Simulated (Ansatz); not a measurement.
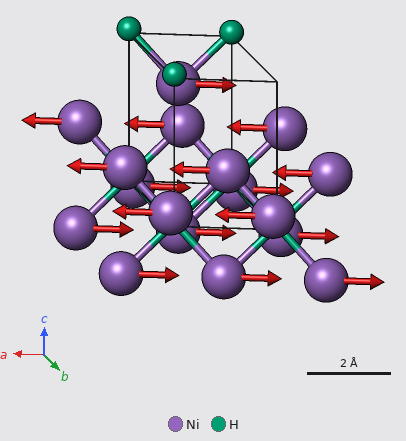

One vibrational mode of solid Ni2H at the zone centre. Displacements are drawn as red arrows; their common scale and sign are arbitrary. A ball-and-stick model of the cell of the calculation, seen from a free direction.

Theory: DFT LDA, scalar-relativistic, plane waves, PAW (Ansatz). Settings: plane-wave cutoff 420 eV; k-point mesh 18 × 18 × 10; occupations fermi dirac; smearing width 0.15 eV; no spin polarisation.

The frequencies depend somewhat on the k-mesh and the smearing.

Q: What mode is this, and where does it lie in the spectrum?

A: This is the E_g mode (doubly degenerate; one member of the set is drawn) at 4.25 THz, the lowest optical level, Raman-active by symmetry. The H atoms stay at rest; all motion is along a; atoms of one kind move against one another, with no net shift of their sublattice.

Limits of the set-up: an element that often carries a moment was run without spin polarisation.
